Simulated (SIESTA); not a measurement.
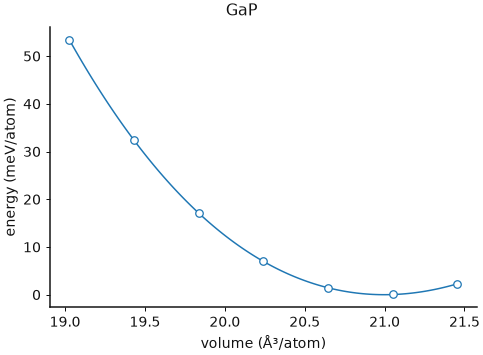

The figure shows the energy against volume for GaP, space group F-43m (No. 216).

Structure:
```yaml
crystal:
  lattice:
    - [0.00000, 2.72525, 2.72525]
    - [2.72525, 0.00000, 2.72525]
    - [2.72525, 2.72525, 0.00000]
  atoms:
    - { symbol: Ga, position: [0.00000, 0.00000, 0.00000] }
    - { symbol: P, position: [0.75000, 0.75000, 0.75000] }
```

Method: DFT in numerical atomic orbitals with pseudopotentials, no spin polarisation; energies at scaled volumes of the given cell, shape and fractions fixed, counted from the fit's minimum, third-order Birch-Murnaghan fit (SIESTA 5.4.2). Level: PBE.

k mesh 8×8×8; occupations Fermi–Dirac; smearing width 0.05 eV; potentials PseudoDojo 0.4 standard, converted to PSML, two zetas on semicore shells; program settings basis DZP, mesh cutoff 800 Ry.

From this curve and the settings, what does the calculation give for the pressure at the same points?

The pressure falls from 9.52 GPa at volume 19.03 Å³/atom to −1.53 GPa at 21.45 Å³/atom, and changes sign near 21.02 Å³/atom.

```json
{"volume (Å³/atom)": "19.03", "pressure (GPa)": "9.52"}
{"volume (Å³/atom)": "19.43", "pressure (GPa)": "7.16"}
{"volume (Å³/atom)": "19.84", "pressure (GPa)": "5.00"}
{"volume (Å³/atom)": "20.24", "pressure (GPa)": "3.08"}
{"volume (Å³/atom)": "20.65", "pressure (GPa)": "1.40"}
{"volume (Å³/atom)": "21.05", "pressure (GPa)": "-0.13"}
{"volume (Å³/atom)": "21.45", "pressure (GPa)": "-1.53"}
```

Note: mulliken charges of long orbitals.
